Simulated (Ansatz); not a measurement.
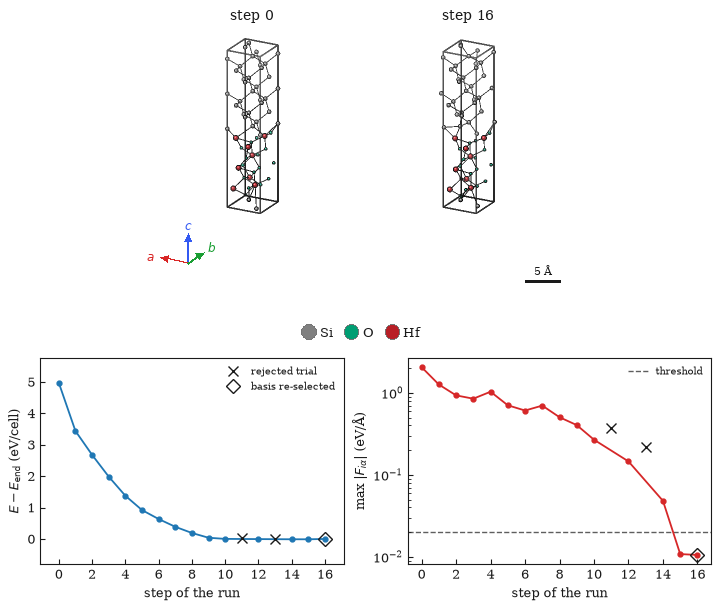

First and last geometry of a relaxation of an interface cell of composition Hf₂Si₅O₄, with the history of the run. A ball-and-stick model of the cell of the calculation (origin shifted), seen from a free direction.

Case: film shifted by (0, 0) in the plane.

All numbers below come from DFT PBE, scalar-relativistic, plane waves, PAW (Ansatz 0.2.0).

Input
```yaml
crystal:
  lattice:
    - [5.4700937548, 0.0, 0.0]
    - [0.0, 5.4700937548, 0.0]
    - [0.0, 0.0, 24.5361175095]
  atoms:
    - { symbol: Si, position: [0.25, 0.25, 0.0203781222] }
    - { symbol: Si, position: [-0.25, 0.75, 0.0203781222] }
    - { symbol: Si, position: [-0.5, 0.5, 0.0761132416] }
    - { symbol: Si, position: [0.0, 0.0, 0.0761132416] }
    - { symbol: Si, position: [-0.25, 0.25, 0.1318483609] }
    - { symbol: Si, position: [-0.75, 0.75, 0.1318483609] }
    - { symbol: Si, position: [-1.0, 0.5, 0.1875834803] }
    - { symbol: Si, position: [-0.5, 0.0, 0.1875834803] }
    - { symbol: Si, position: [-0.75, 0.25, 0.2433185997] }
    - { symbol: Si, position: [-1.25, 0.75, 0.2433185997] }
    - { symbol: Si, position: [-1.5, 0.5, 0.2990537191] }
    - { symbol: Si, position: [-1.0, 0.0, 0.2990537191] }
    - { symbol: Si, position: [-1.25, 0.25, 0.3547888385] }
    - { symbol: Si, position: [-1.75, 0.75, 0.3547888385] }
    - { symbol: Si, position: [-2.0, 0.5, 0.4105239579] }
    - { symbol: Si, position: [-1.5, 0.0, 0.4105239579] }
    - { symbol: Si, position: [-1.75, 0.25, 0.4662590773] }
    - { symbol: Si, position: [-2.25, 0.75, 0.4662590773] }
    - { symbol: Si, position: [-2.5, 0.5, 0.5219941967] }
    - { symbol: Si, position: [-2.0, 0.0, 0.5219941967] }
    - { symbol: O, position: [-2.0, 0.0, 0.5965781238] }
    - { symbol: O, position: [-2.1661529747, 0.5, 0.5965781238] }
    - { symbol: Hf, position: [-1.8867557761, 0.3319505331, 0.6390154304] }
    - { symbol: Hf, position: [-2.2793971986, -0.1680494669, 0.6390154304] }
    - { symbol: O, position: [-1.5968568048, 0.5544653733, 0.6744902286] }
    - { symbol: O, position: [-1.5692961699, 0.0544653733, 0.6744902286] }
    - { symbol: O, position: [-2.0968568048, 0.1098118331, 0.6939554351] }
    - { symbol: O, position: [-2.0692961699, -0.3901881669, 0.6939554351] }
    - { symbol: Hf, position: [-1.3867557761, 0.3323266733, 0.7294302333] }
    - { symbol: Hf, position: [-1.7793971986, -0.1676733267, 0.7294302333] }
    - { symbol: O, position: [-1.5, -0.3357227936, 0.77186754] }
    - { symbol: O, position: [-1.6661529747, 0.1642772064, 0.77186754] }
    - { symbol: O, position: [-2.0, -0.1572861593, 0.7986265874] }
    - { symbol: O, position: [-2.1661529747, 0.3427138407, 0.7986265874] }
    - { symbol: Hf, position: [-1.8867557761, 0.1746643738, 0.8410638941] }
    - { symbol: Hf, position: [-2.2793971986, -0.3253356262, 0.8410638941] }
    - { symbol: O, position: [-1.5968568048, 0.397179214, 0.8765386923] }
    - { symbol: O, position: [-1.5692961699, -0.102820786, 0.8765386923] }
    - { symbol: O, position: [-2.0968568048, -0.0474743262, 0.8960038988] }
    - { symbol: O, position: [-2.0692961699, -0.5474743262, 0.8960038988] }
    - { symbol: Hf, position: [-1.3867557761, 0.175040514, 0.931478697] }
    - { symbol: Hf, position: [-1.7793971986, -0.324959486, 0.931478697] }
    - { symbol: O, position: [-1.5, -0.4930089529, 0.9739160036] }
    - { symbol: O, position: [-1.6661529747, 0.0069910471, 0.9739160036] }
basis:
  ecutwfc: 420
kpoints:
  mp_grid: { grid: [5, 5, 1] }
hamiltonian:
  xc: pbe
scf:
  occupations: { method: gaussian, width: 0.05 }
output:
  forces: true
  stress: true
  eigenvalues: true
  populations: true
  write_density: true
  write_potential: true
  elf: true
  volumetric_format: npy
relax:
  adjacent_minimum: "off"
  f_tol: 0.02
  max_steps: 70
  cell: { fix: [a, b, gamma, alpha, beta], stress_tol: 0.15 }
```

Launched with:
```bash
ansatz run input.yaml --threads 8 --pin off --max-ram 20480MiB --backend cpu --events-out ev --progress --plain --runs-dir out
```

Q: Read the history and describe the run.

A: It converged. Over 13 accepted moves (16 points after the start) the energy falls by 4.974 eV per cell of the calculation. Largest force component: 2.1 eV/Å at the start, 0.011 eV/Å at the end. Pressure: −4.64 GPa at the start and −4.04 GPa at the end. The line search rejected the trial steps at points 11, 13 of the run. The SCF was repeated once at an unchanged geometry on a basis and grid sized afresh for the cell, which shifted the energy by 10.8 meV per cell of the calculation at most. The largest move relative to the cell is that of Si2, 1.32 Å roughly along [1 −1 0]. By element the largest moves are Si 1.32 Å, O 0.61 Å, Hf 0.59 Å. The drawn cell changes as follows: a = b unchanged at 5.470 Å, c 24.536 → 24.329 Å (−0.8 %); the volume changes by −0.8 %. Near-neighbour distances that change, for instance: Si2–Hf41 3.275 → 4.921 Å, Si19–Si20 3.868 → 2.418 Å, Si1–Si2 3.868 → 2.512 Å, Si2–Hf42 3.649 → 4.910 Å. Bonds break: Si2–Hf41 (3.27 → 4.92 Å). Bond angles that change, for instance: Si18–Si20–Hf23 152.5° → 129.7°, Si18–Si20–O21 125.3° → 105.2°, Si1–O44–Hf41 100.3° → 119.5°.
